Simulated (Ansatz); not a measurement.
This input was run:

```
crystal:
  lattice:
    - [4.09019619, 0.0, 0.0]
    - [0.0, 4.09019619, 0.0]
    - [0.0, 0.0, 6.55145804]
  atoms:
    - { symbol: Cu, position: [0.5, 0.5, 0.0] }
    - { symbol: Cu, position: [0.0, 0.0, 0.0] }
    - { symbol: I, position: [0.5, 0.0, 0.25696564] }
    - { symbol: I, position: [0.0, 0.5, 0.74303436] }
kpoints:
  mp_grid: { grid: [6, 6, 4] }
  band_path:
    path:
      - [0.0, 0.0, 0.0]
      - [0.0, 0.5, 0.0]
      - [0.5, 0.5, 0.0]
      - [0.0, 0.0, 0.0]
      - [0.0, 0.0, 0.5]
      - [0.0, 0.5, 0.5]
      - [0.5, 0.5, 0.5]
      - [0.0, 0.0, 0.5]
      - [0.0, 0.5, 0.0]
    npoints: 8
scf:
  occupations: { method: fermi_dirac, width: 0.02 }
hamiltonian:
  xc: r2scan
  pseudopotentials: { kind: paw }
output:
  forces: true
  stress: true
  eigenvalues: true
  efg: { contact_densities: true }
  populations: true
  bader: true
  dos: { projected: true, de: 0.2, e_range: [-14, 8] }
```

What does the calculation give for the electronic structure? The path is Γ–X–M–Γ–Z–R–A–Z–X.

The material is gapped. The gap along this path is 2.09 eV and direct: both edges lie at Γ. Two bands meet at the valence-band top at Γ: it is doubly degenerate (spin aside). The top valence band spans 1.0 eV and the lowest conduction band 2.3 eV. The direct gaps are 3.90 eV at Z, 4.05 eV at M and 4.52 eV at X.

Spin-orbit coupling is left out, which matters for I.

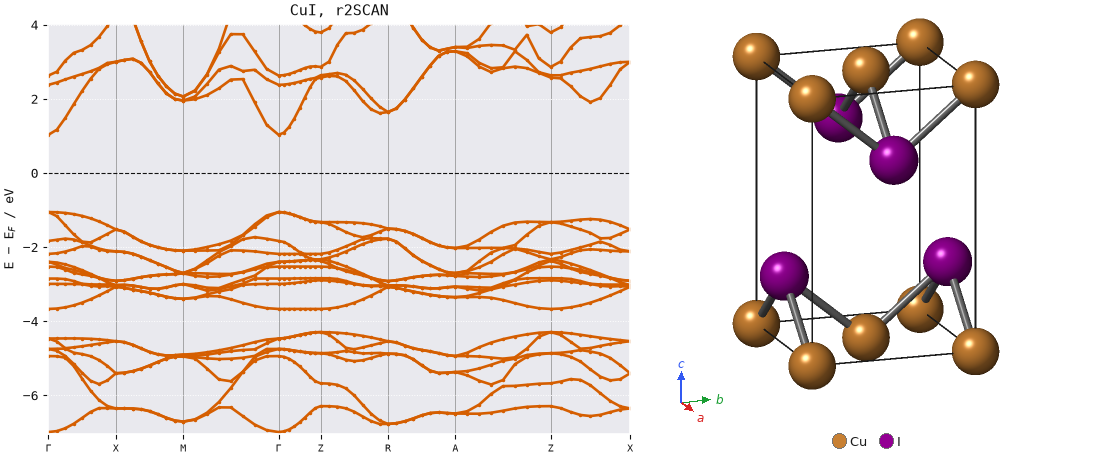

Band structure, beside the structure. Energies are counted from the Fermi level. The path runs straight from each named point to the next.
